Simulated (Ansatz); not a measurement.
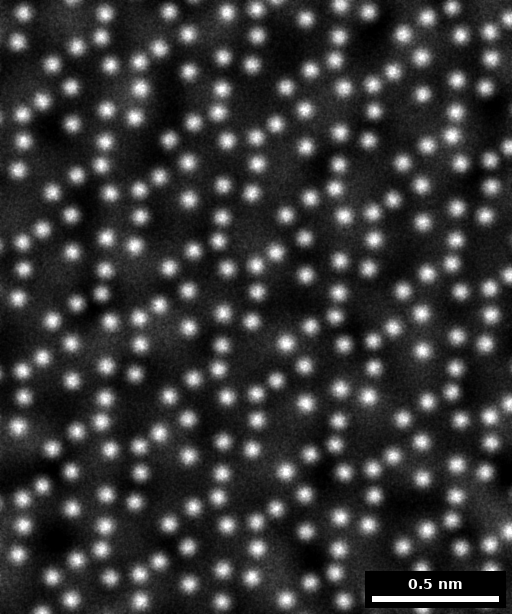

Dark-field STEM-like image of Ge (P4_32_12, No. 96). Simulation: incoherent imaging, intensity Z^1.6 per atom, probe width 0.50 Å, thin sample. Shot noise and the speckle of an amorphous layer were added. Model: the input geometry of a calculation.

```xyz
12
Lattice="6.0531 0.0000 0.0000 0.0000 6.0531 0.0000 0.0000 0.0000 7.2487" Properties=species:S:1:pos:R:3 pbc="T T T"
Ge    0.5271    0.5271    0.0000
Ge    2.4995    3.5536    5.4365
Ge    5.5260    5.5260    3.6243
Ge    3.5536    2.4995    1.8122
Ge    1.0298    2.2500    1.8273
Ge    0.7765    4.0564    0.0151
Ge    5.0233    3.8031    5.4516
Ge    5.2766    1.9967    3.6394
Ge    4.0564    0.7765    7.2336
Ge    3.8031    5.0233    1.7971
Ge    1.9967    5.2766    3.6092
Ge    2.2500    1.0298    5.4214
```

> Along which zone axis is the crystal seen: [211], [101] or [111]? (Directions equivalent by symmetry count as one.)

[111]. The projected cells are 3.72 × 4.69 Å, 98° for [211]; 4.65 × 6.05 Å, 90° for [101]; 5.10 × 5.10 Å, 114° for [111], and the image repeats as the [111] one does.
